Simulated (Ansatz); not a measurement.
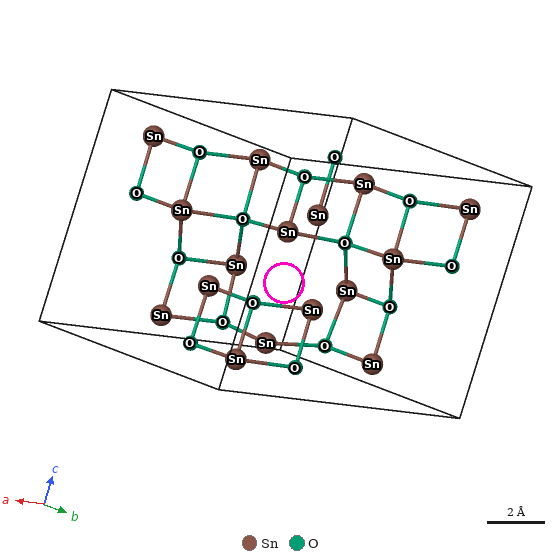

A ball-and-stick rendering, viewed from a general direction. The edges of the supercell are marked. The host is SnO, in a cell of 32 sites, and the cell carries a charge of +1. A ring marks the defect's site.

Question: Where does the cell differ from the host, and how?

Answer: An oxygen vacancy. Around the empty site lie four Sn and four O at about 2.4 to 2.7 Å.

Theory: DFT PBE, scalar-relativistic, plane waves, PAW in Ansatz 0.2.0. Numerical settings: a cutoff energy of 420 eV, the zone sampled with 3×3×3 points, Gaussian smearing of 0.02 eV, collinear spins.

Question: Does the calculation give a net moment?

Answer: No net moment.

The atoms were relaxed in the host's cell with Ansatz, DFT PBE, scalar-relativistic, plane waves, PAW.
